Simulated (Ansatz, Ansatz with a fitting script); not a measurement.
## CdSe (Cadmoselite): converging an RPA energy

Wanted: convergence and cost of the RPA correlation energy of CdSe (Cadmoselite).

Program: Ansatz 0.2.0. Level of theory: EXX+RPA on LDA, plane waves, norm-conserving pseudopotentials. Results are calculated unless marked as measured.

The database entry behind the starting cell differs from later determinations by our own check (inner coordinate of an old entry), so it need not match the best structure at ambient conditions.

In doubt: RPA on norm-conserving files with a d shell is listed as unsure, so the values of those runs are not to be relied on.

## Step 1: The starting structure

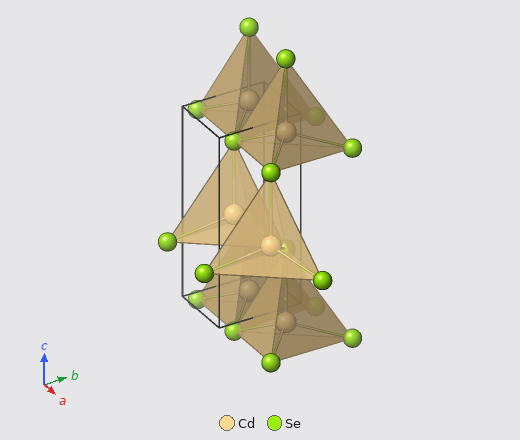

The starting structure, seen slightly off an axis (cadmium orange, selenium green). 2×1×1 cells are drawn. Some periodic images of atoms are drawn too.

The cell and positions come from the Crystallography Open Database and are kept as given unless a step says otherwise.

## Step 2: Base settings, 3×3×2 mesh, cutoffs to 160 eV, 516 empty bands

The RPA correlation energy is summed at several response cutoffs, since it converges slowly from above.

input.yaml

```yaml
crystal:
  lattice:
    - [4.3, 0.0, 0.0]
    - [-2.15, 3.72390924, 0.0]
    - [0.0, 0.0, 7.02]
  atoms:
    - { symbol: Cd, position: [0.33333333, 0.66666667, 0.0] }
    - { symbol: Cd, position: [0.66666667, 0.33333333, 0.5] }
    - { symbol: Se, position: [0.33333333, 0.66666667, 0.385] }
    - { symbol: Se, position: [0.66666667, 0.33333333, 0.885] }
kpoints:
  mp_grid: { grid: [3, 3, 2] }
hamiltonian:
  xc: lda
  pseudopotentials: { kind: nc, xc_functional: pbe }
scf:
  occupations: { method: fixed }
  convergence: { dr2_threshold: 1.0e-09 }
output:
  rpa_energy:
    ecut_chi_ladder: [96, 112, 128, 144, 160]
    long_wavelength: optical_limit
    n_empty_bands: 516
basis:
  ecutwfc: 1170.089609
  xc_grid: 3
```

Launch:

```sh
ansatz run input.yaml --threads 8 --pin off --max-ram 18432MiB --backend cpu --events-out ev --progress --plain --runs-dir out
```

Output:

```text
Engine: ansatz 0.2.0, aarch64-unknown-linux-gnu
Pseudopotentials: kind: nc
Pseudopotential: Cd, nc, valence charge 20, recommended cutoff 1071 eV (normal), Cd.nc.azcp
Pseudopotential: Se, nc, valence charge 16, recommended cutoff 1170.089609 eV (normal), Se.nc.azcp
Functional definition: SPW92
  exchange = slater_x
  correlation = pw_c
Crystal: 4 atoms, lattice volume = 112.410 Å³
Basis set: ecut = 1170.089609 eV, 10173 PW (Γ), exchange–correlation on 144×144×240 points (27 copies of the dense FFT grid, shifted against one another)
Bands: 44, of which v1, the nominal top of the filled ones, is band 36 counted from 1 (35 counted from 0)
Symmetry: 12 space group operations
Space group: P63mc (ITA 186), of the structure as read, at distance tolerance 4.8e-5 Å
k-points: 6 of 18
Non-local potential: Cd, projectors of the file, l = 0: 2, l = 1: 2, l = 2: 2, l = 3: 1
Non-local potential: Se, projectors of the file, l = 0: 2, l = 1: 2, l = 2: 2
Initial density: superposition of atomic densities (chi_scale 0.1, normalization cell, long waves kept (reshape's long-wave potential 0.00 eV rms))
Initial wavefunctions: pseudopotential atomic-orbital guess
Functional: x = slater, c = lda
SCF iter   1: F=—  HF=-16103.999937 eV  |F-HF|=—  |Δ(HF+E_count)|=         —  Δρ=6.09e-2  dr2=3.51e0  ethr=3.10e-3  ⟨swp⟩=5.5  Hψ=948  notcnv=0  defer=34
preconditioner: auto → Resta (q_TF=auto, 2.533 Å⁻¹)  ε∞=3.7  [insulator: Δε(μ)=0.202 eV  Ē_g=12.693 eV  n_scr=34 (ndim 8)  ℏωp=21.0 eV  f_vac=0.162  ε∞_Penn≈3.7]
SCF iter   2: F=—  HF=-16102.705620 eV  |F-HF|=—  |Δ(HF+E_count)|=    1.29e0  Δρ=2.07e-2  dr2=3.41e-1  ethr=3.10e-3  ⟨swp⟩=4.0  Hψ=588  notcnv=0  defer=35
SCF iter   3: F=—  HF=-16102.558812 eV  |F-HF|=—  |Δ(HF+E_count)|=   1.47e-1  Δρ=5.40e-3  dr2=2.82e-2  ethr=4.74e-4  ⟨swp⟩=3.0  Hψ=483  notcnv=0  defer=35
SCF iter   4: F=—  HF=-16102.550381 eV  |F-HF|=—  |Δ(HF+E_count)|=   8.43e-3  Δρ=1.43e-3  dr2=2.85e-3  ethr=3.91e-5  ⟨swp⟩=2.8  Hψ=426  notcnv=0  defer=35
SCF iter   5: F=—  HF=-16102.550074 eV  |F-HF|=—  |Δ(HF+E_count)|=   3.07e-4  Δρ=3.09e-4  dr2=1.58e-4  ethr=3.96e-6  ⟨swp⟩=2.0  Hψ=304  notcnv=0  defer=35
SCF iter   6: F=—  HF=-16102.550154 eV  |F-HF|=—  |Δ(HF+E_count)|=   7.96e-5  Δρ=6.85e-5  dr2=5.56e-6  ethr=2.19e-7  ⟨swp⟩=2.5  Hψ=345  notcnv=0  defer=35
SCF iter   7: F=—  HF=-16102.550158 eV  |F-HF|=—  |Δ(HF+E_count)|=   3.76e-6  Δρ=1.97e-5  dr2=3.38e-7  ethr=7.72e-9  ⟨swp⟩=2.0  Hψ=415  notcnv=0  defer=35
SCF iter   8: F=—  HF=-16102.550158 eV  |F-HF|=—  |Δ(HF+E_count)|=   1.80e-7  Δρ=7.52e-6  dr2=4.57e-8  ethr=4.70e-10  ⟨swp⟩=2.2  Hψ=433  notcnv=0  defer=35
SCF iter   9: F=—  HF=-16102.550158 eV  |F-HF|=—  |Δ(HF+E_count)|=   2.72e-9  Δρ=1.39e-6  dr2=2.22e-9  ethr=6.35e-11  ⟨swp⟩=2.0  Hψ=419  notcnv=0  defer=35
SCF iter  10: F=-16102.550158 eV  HF=-16102.550158 eV  |F-HF|=2.18e-11  |Δ(HF+E_count)|=  5.20e-10  Δρ=2.99e-7  dr2=8.89e-11  ethr=1.39e-12  ⟨swp⟩=13.0  Hψ=1395  notcnv=0
SCF 1 converged in 10 iterations: F = -16102.550158 eV  dr2 = 8.89e-11
NSCF: frozen V_eff on 6 k-points
EXX+RPA screening: q 1/6 (q-point 3)
EXX+RPA screening: q 2/6 (q-point 4)
EXX+RPA screening: q 3/6 (q-point 5)
EXX+RPA screening: q 4/6 (q-point 6)
EXX+RPA screening: q 5/6 (q-point 2)
EXX+RPA screening: q 6/6 (q-point 1)
NSCF: frozen V_eff on 1 k-points
NSCF: frozen V_eff on 1 k-points
SCF converged after 10 iterations
Free energy (F): -16102.550158 eV
Harris-Foulkes:  -16102.550158 eV  (|F-HF|=2.18e-11)
Internal energy: -16102.550158 eV  (E = F + TS)
E sigma→0 (E₀):  -16102.550158 eV
Fermi energy:    7.461257 eV
--- Per-component energies (eV) ---
  E_band       = -1768.695027
  E_kinetic    = 7488.743551
  E_local      = -15979.990788  (includes V_loc(G=0)·N_el)
  E_nonlocal   = -2154.871905
  E_hartree    = 5470.312354
  E_xc         = -2603.740604
  E_vxc        = -2063.201143  (∫ρ·V_xc dr)
  E_ewald      = -8323.002766
  E_smearing   = -0.000000  (= −TS)
  E_closure    = 0.000000  (closes the sum)
  Σ components = -16102.550158   (vs F -16102.550158, Δ=0.00e0)
--- Band table (eV; the first three rows and the last of 6) ---
  k-point 0: bands = [... 32 lower, 6.7339, 7.4355, 7.4613, 7.4613, 7.8712, 9.3519, 13.2316, 13.2316, ... 4 higher]
  k-point 1: bands = [... 32 lower, 7.0821, 7.0821, 7.0821, 7.0821, 9.5707, 9.5707, 13.0993, 13.0993, ... 4 higher]
  k-point 2: bands = [... 32 lower, 4.7659, 5.8289, 6.6723, 6.8170, 10.2704, 10.7067, 12.4033, 13.1329, ... 4 higher]
  k-point 5: bands = [... 32 lower, 4.9303, 4.9303, 6.3853, 6.3853, 11.0884, 11.0884, 13.2042, 13.2042, ... 4 higher]
--- EXX+RPA: 3×3×2 mesh (6 irreducible q, 52/108 k–q pairs), 552 bands' worth read of 557 solved (the sum completed by the states above those read; Γ's head and wings end at those read), 36 occupied, 14 to 17 frequency nodes, the response taken to reach 1201.2 eV, pair-density box ratio 4, q→0 included in E_x (Coulomb truncated on the Wigner–Seitz cell) and E_c (k·p head, wings) ---
  smallest occupied→empty transition 4.099e-1 eV, smallest direct gap 4.099e-1 eV
  indirect gap at most 4.099e-1 eV, over 6 k-points of the mesh
  q→0 term of E_c: -0.422 eV. Its linear part alone, which the term's logarithm partly gives back, by the exact frequency integral: -0.797 eV, with the singular values of its first-order overlaps capped at one, above which no states can give them; of that, -0.120 eV (15.0 %) stands at the cap, where the true value lies between nought and that figure. Uncapped it would be -1.703 eV. The k-point off which, with its ima [...]
  bands read: the sum over 552 bands ends inside a degenerate multiplet in 1 slot, whose members it reads at an even weight; the widest, k=4: bands 552 to 553 (counted from 1) at 1/2 each
  E_x                     =     -1278.725065 eV
  E_xc[n_v+n_c], E_xc[n_v] =     -2603.740606, -1438.550269 eV (parent functional, the pass's orbitals; any nonlocal part keeps n_c)
  E_c ladder  E_cut^χ (eV)   ⟨N_G⟩      E_cut^sphere (eV)      E_c (eV)
                   96.00      242.3             96.58        -65.424901
                  112.00      302.1            111.88        -71.623864
                  128.00      367.1            127.40        -77.136090
                  144.00      440.8            143.95        -82.253041
                  160.00      515.3            159.73        -86.526356
  E_c(E_cut→∞)            =      -104.126302 ± 1.747121 eV  (E_cut^-3/2 fit over 5 rungs)
  S(q), 5 of 5 wave vectors   |q| (1/Å)       S_0(q)   S_0 (bands read)   S_RPA(q)   (top rung; structure_factors; the frequency nodes sum S_0 to within 5.0e-7)
    ( 0.0000,  0.0000,  0.5000)    0.44752     0.033503           0.032154   0.016855
    ( 0.0000,  0.3333,  0.0000)    0.56242     0.049914           0.047770   0.026371
    ( 0.0000,  0.3333,  0.5000)    0.71874     0.075821           0.072320   0.042321
    ( 0.3333,  0.3333,  0.0000)    0.97414     0.122438           0.115970   0.074034
    ( 0.3333,  0.3333,  0.5000)    1.07202     0.141296           0.133455   0.088099
  core–valence xc dropped  : E_EXX =    -14777.534616 eV   E_EXX+RPA =    -14881.660918 eV
  core–valence xc semilocal: E_EXX =    -15942.724954 eV   E_EXX+RPA =    -16046.851256 eV
```

Wall time 3.3 min (8 threads of Arm Neoverse V2, shared host); peak memory 10 GiB.

This step gave:

- exact exchange energy: -1278.7251 eV
- RPA correlation energy: -104.1263 eV

Extrapolated from these cutoffs, the correlation energy is -26.03 eV per atom (fit error 0.44); such a limit moves with the range of cutoffs.

RPA ladder, by row:

```
response cutoff (eV)  mean plane waves  sphere-equivalent cutoff (eV)  correlation energy (eV)
                  96             242.3                          96.58                   -65.42
                 112             302.1                          111.9                   -71.62
                 128             367.1                          127.4                   -77.14
                 144             440.8                          143.9                   -82.25
                 160             515.3                          159.7                   -86.53
```

## Step 3: Base settings, 3×3×2 mesh, cutoffs to 160 eV, 542 empty bands, volume +5 %

The cell differs from the one that the last finished run ended in (a 4.300 → 4.371 Å, b 4.300 → 4.371 Å, c 7.020 → 7.135 Å).

input.yaml: that of step 2 with these lines changed.

```diff
@@ -2,5 +2,5 @@
   lattice:
-    - [4.3, 0.0, 0.0]
-    - [-2.15, 3.72390924, 0.0]
-    - [0.0, 0.0, 7.02]
+    - [4.3705043343, 0.0, 0.0]
+    - [-2.1852521672, 3.7849677846, 0.0]
+    - [0.0, 0.0, 7.1351024248]
   atoms:
@@ -22,3 +22,3 @@
     long_wavelength: optical_limit
-    n_empty_bands: 516
+    n_empty_bands: 542
 basis:
```

Output:

```text
[...]
Crystal: 4 atoms, lattice volume = 118.030 Å³
Basis set: ecut = 1170.089609 eV, 10707 PW (Γ), exchange–correlation on 150×150×240 points (27 copies of the dense FFT grid, shifted against one another)
Bands: 44, of which v1, the nominal top of the filled ones, is band 36 counted from 1 (35 counted from 0)
Symmetry: 12 space group operations
[...]
k-points: 6 of 18
[...]
( 0.0000,  0.3333,  0.0000)    0.55335     0.049193           0.047133   0.025914
    ( 0.0000,  0.3333,  0.5000)    0.70715     0.074658           0.071281   0.041590
    ( 0.3333,  0.3333,  0.0000)    0.95842     0.120559           0.114341   0.072756
    ( 0.3333,  0.3333,  0.5000)    1.05472     0.139092           0.131544   0.086556
  core–valence xc dropped  : E_EXX =    -14777.564973 eV   E_EXX+RPA =    -14881.476693 eV
  core–valence xc semilocal: E_EXX =    -15942.732270 eV   E_EXX+RPA =    -16046.643990 eV
[key lines of the parts left out:]
SCF converged after 10 iterations
Free energy (F): -16102.449464 eV
Fermi energy:    6.759080 eV
```

The job ended after 3.5 min (8 threads; peak memory 11 GiB).

This step gave:

```yaml
exact_exchange_energy: -1277.5504 eV
rpa_correlation_energy: -103.9117 eV
```

Extrapolated from these cutoffs, the correlation energy is -25.98 eV per atom (fit error 0.45); such a limit moves with the range of cutoffs.

RPA ladder, by row:

```
response cutoff (eV)  mean plane waves  sphere-equivalent cutoff (eV)  correlation energy (eV)
                  96             252.6                          96.13                   -65.11
                 112             319.4                          112.4                   -71.69
                 128             386.2                          127.6                   -77.06
                 144             459.8                          143.3                   -81.96
                 160             543.3                          160.2                   -86.52
```

## Step 4: Response cutoff, 3×3×2 mesh, cutoffs to 90 eV, 217 empty bands

input.yaml, the sections that differ from step 3:

```yaml
crystal:
  lattice:
    - [4.3, 0.0, 0.0]
    - [-2.15, 3.72390924, 0.0]
    - [0.0, 0.0, 7.02]
  atoms:
    - { symbol: Cd, position: [0.33333333, 0.66666667, 0.0] }
    - { symbol: Cd, position: [0.66666667, 0.33333333, 0.5] }
    - { symbol: Se, position: [0.33333333, 0.66666667, 0.385] }
    - { symbol: Se, position: [0.66666667, 0.33333333, 0.885] }
output:
  rpa_energy:
    ecut_chi_ladder: [54, 63, 72, 81, 90]
    long_wavelength: optical_limit
    n_empty_bands: 217
# kpoints, hamiltonian, scf, basis: as in step 3
```

Output:

```text
[...]
Crystal: 4 atoms, lattice volume = 112.410 Å³
Basis set: ecut = 1170.089609 eV, 10173 PW (Γ), exchange–correlation on 144×144×240 points (27 copies of the dense FFT grid, shifted against one another)
Bands: 44, of which v1, the nominal top of the filled ones, is band 36 counted from 1 (35 counted from 0)
Symmetry: 12 space group operations
[...]
k-points: 6 of 18
[...]
( 0.0000,  0.3333,  0.0000)    0.56242     0.049914           0.045827   0.026524
    ( 0.0000,  0.3333,  0.5000)    0.71874     0.075821           0.069125   0.042589
    ( 0.3333,  0.3333,  0.0000)    0.97414     0.122438           0.110020   0.074533
    ( 0.3333,  0.3333,  0.5000)    1.07202     0.141296           0.126201   0.088648
  core–valence xc dropped  : E_EXX =    -14777.534616 eV   E_EXX+RPA =    -14855.657433 eV
  core–valence xc semilocal: E_EXX =    -15942.724954 eV   E_EXX+RPA =    -16020.847771 eV
[key lines of the parts left out:]
SCF converged after 10 iterations
Free energy (F): -16102.550158 eV
Fermi energy:    7.461257 eV
```

Elapsed: 56 s, on 8 threads; peak memory 4 GiB; 6.9 min of CPU time.

Numbers from this step:

```
exact exchange energy  : -1278.7251 eV
RPA correlation energy : -78.1228 eV
```

Extrapolated from these cutoffs, the correlation energy is -19.53 eV per atom (fit error 0.50); such a limit moves with the range of cutoffs.

## Step 5: Response cutoff, 3×3×2 mesh, cutoffs to 90 eV, 228 empty bands, volume +5 %

input.yaml: that of step 4 with these lines changed.

```diff
@@ -2,5 +2,5 @@
   lattice:
-    - [4.3, 0.0, 0.0]
-    - [-2.15, 3.72390924, 0.0]
-    - [0.0, 0.0, 7.02]
+    - [4.3705043343, 0.0, 0.0]
+    - [-2.1852521672, 3.7849677846, 0.0]
+    - [0.0, 0.0, 7.1351024248]
   atoms:
@@ -22,3 +22,3 @@
     long_wavelength: optical_limit
-    n_empty_bands: 217
+    n_empty_bands: 228
 basis:
```

Output:

```text
[...]
Crystal: 4 atoms, lattice volume = 118.030 Å³
Basis set: ecut = 1170.089609 eV, 10707 PW (Γ), exchange–correlation on 150×150×240 points (27 copies of the dense FFT grid, shifted against one another)
Bands: 44, of which v1, the nominal top of the filled ones, is band 36 counted from 1 (35 counted from 0)
Symmetry: 12 space group operations
[...]
k-points: 6 of 18
[...]
( 0.0000,  0.3333,  0.0000)    0.55335     0.049193           0.045262   0.026064
    ( 0.0000,  0.3333,  0.5000)    0.70715     0.074658           0.068222   0.041850
    ( 0.3333,  0.3333,  0.0000)    0.95842     0.120559           0.108618   0.073245
    ( 0.3333,  0.3333,  0.5000)    1.05472     0.139092           0.124582   0.087118
  core–valence xc dropped  : E_EXX =    -14777.564973 eV   E_EXX+RPA =    -14855.084672 eV
  core–valence xc semilocal: E_EXX =    -15942.732270 eV   E_EXX+RPA =    -16020.251969 eV
[key lines of the parts left out:]
SCF converged after 10 iterations
Free energy (F): -16102.449464 eV
Fermi energy:    6.759080 eV
```

Elapsed: 60 s, on 8 threads; peak memory 4.2 GiB.

Numbers from this step:

| Property | Result |
| --- | --- |
| exact exchange energy | -1277.5504 eV |
| RPA correlation energy | -77.5197 eV |

Extrapolated from these cutoffs, the correlation energy is -19.38 eV per atom (fit error 0.54); such a limit moves with the range of cutoffs.

## Step 6: Response cutoff, 3×3×2 mesh, cutoffs to 240 eV, 949 empty bands

input.yaml, the sections that differ from step 5:

```yaml
crystal:
  lattice:
    - [4.3, 0.0, 0.0]
    - [-2.15, 3.72390924, 0.0]
    - [0.0, 0.0, 7.02]
  atoms:
    - { symbol: Cd, position: [0.33333333, 0.66666667, 0.0] }
    - { symbol: Cd, position: [0.66666667, 0.33333333, 0.5] }
    - { symbol: Se, position: [0.33333333, 0.66666667, 0.385] }
    - { symbol: Se, position: [0.66666667, 0.33333333, 0.885] }
output:
  rpa_energy:
    ecut_chi_ladder: [144, 168, 192, 216, 240]
    long_wavelength: optical_limit
    n_empty_bands: 949
# kpoints, hamiltonian, scf, basis: as in step 5
```

Output:

```text
[...]
Crystal: 4 atoms, lattice volume = 112.410 Å³
Basis set: ecut = 1170.089609 eV, 10173 PW (Γ), exchange–correlation on 144×144×240 points (27 copies of the dense FFT grid, shifted against one another)
Bands: 44, of which v1, the nominal top of the filled ones, is band 36 counted from 1 (35 counted from 0)
Symmetry: 12 space group operations
[...]
k-points: 6 of 18
[...]
( 0.0000,  0.3333,  0.0000)    0.56242     0.049914           0.048853   0.026312
    ( 0.0000,  0.3333,  0.5000)    0.71874     0.075821           0.074087   0.042229
    ( 0.3333,  0.3333,  0.0000)    0.97414     0.122438           0.119231   0.073876
    ( 0.3333,  0.3333,  0.5000)    1.07202     0.141296           0.137405   0.087900
  core–valence xc dropped  : E_EXX =    -14777.534616 eV   E_EXX+RPA =    -14895.567386 eV
  core–valence xc semilocal: E_EXX =    -15942.724954 eV   E_EXX+RPA =    -16060.757724 eV
[key lines of the parts left out:]
SCF converged after 10 iterations
Free energy (F): -16102.550158 eV
Fermi energy:    7.461257 eV
```

Run time: 12 min. Hardware: 8 threads; peak memory 14 GiB.

This step gave:

```
exact exchange energy  : -1278.7251 eV
RPA correlation energy : -118.0328 eV
```

Extrapolated from these cutoffs, the correlation energy is -29.51 eV per atom (fit error 0.31); such a limit moves with the range of cutoffs.

## Step 7: Response cutoff, 3×3×2 mesh, cutoffs to 240 eV, 996 empty bands, volume +5 %

input.yaml: that of step 6 with these lines changed.

```diff
@@ -2,5 +2,5 @@
   lattice:
-    - [4.3, 0.0, 0.0]
-    - [-2.15, 3.72390924, 0.0]
-    - [0.0, 0.0, 7.02]
+    - [4.3705043343, 0.0, 0.0]
+    - [-2.1852521672, 3.7849677846, 0.0]
+    - [0.0, 0.0, 7.1351024248]
   atoms:
@@ -22,3 +22,3 @@
     long_wavelength: optical_limit
-    n_empty_bands: 949
+    n_empty_bands: 996
 basis:
```

Output:

```text
[...]
Crystal: 4 atoms, lattice volume = 118.030 Å³
Basis set: ecut = 1170.089609 eV, 10707 PW (Γ), exchange–correlation on 150×150×240 points (27 copies of the dense FFT grid, shifted against one another)
Bands: 44, of which v1, the nominal top of the filled ones, is band 36 counted from 1 (35 counted from 0)
Symmetry: 12 space group operations
[...]
k-points: 6 of 18
[...]
( 0.0000,  0.3333,  0.0000)    0.55335     0.049193           0.048170   0.025859
    ( 0.0000,  0.3333,  0.5000)    0.70715     0.074658           0.072979   0.041497
    ( 0.3333,  0.3333,  0.0000)    0.95842     0.120559           0.117464   0.072596
    ( 0.3333,  0.3333,  0.5000)    1.05472     0.139092           0.135332   0.086373
  core–valence xc dropped  : E_EXX =    -14777.564973 eV   E_EXX+RPA =    -14895.408740 eV
  core–valence xc semilocal: E_EXX =    -15942.732270 eV   E_EXX+RPA =    -16060.576037 eV
[key lines of the parts left out:]
SCF converged after 10 iterations
Free energy (F): -16102.449464 eV
Fermi energy:    6.759080 eV
```

Wall time 15 min (8 threads); peak memory 15 GiB.

This step gave:

| Item | Value |
| --- | --- |
| exact exchange energy | -1277.5504 eV |
| RPA correlation energy | -117.8438 eV |

Extrapolated from these cutoffs, the correlation energy is -29.46 eV per atom (fit error 0.32); such a limit moves with the range of cutoffs.

[end of part 1 of 3]

[Paths, hosts, dates, memory and timing lines, banners, echoed tables and standing remarks are left out of the program output.]

[Logs are printed without paths, hosts, clocks, repeated set-up lines and the standing remarks that a program may print on its own settings, such as how far it seeks lower states.]

[Runs of the session that timed out or met a known fault of the program may be left out.]

[Hosts, paths, dates, database ids (printed as entryN), source tags and the programs' standing remarks are cut or masked in the printed files.]
